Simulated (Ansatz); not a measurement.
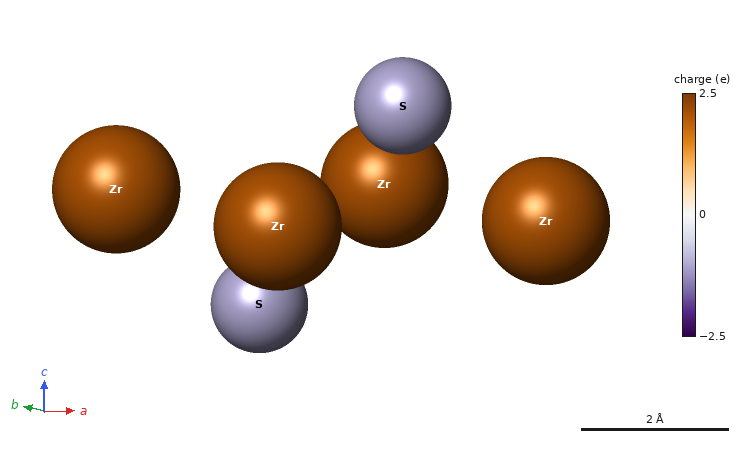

This spheres-only model is shown from the side at a slight tilt. The cell isn't outlined and the vacuum is left out. The atoms of this ZrS2 cell are coloured by their Bader charge.

Calculation details: DFT PBE, scalar-relativistic, plane waves, PAW (Ansatz); 420 eV cutoff, a 12×12×1 mesh of k-points, Gaussian smearing of 0.02 eV, no spin polarisation.

**Who donates electrons here and who accepts them?**

Most positive: Zr; most negative: S. Charges: about Zr +2.1 e; S -1.0 e. The transfer is large, as in an ionic solid.

The model was built from a structure type filled with these elements by a generator (whether the compound takes this form wasn't checked). Earlier steps of the study, as a rule a relaxation of our own, may have changed the cell and positions, so they can lie some per cent off the listed ones. It was run through Ansatz as a DFT input.
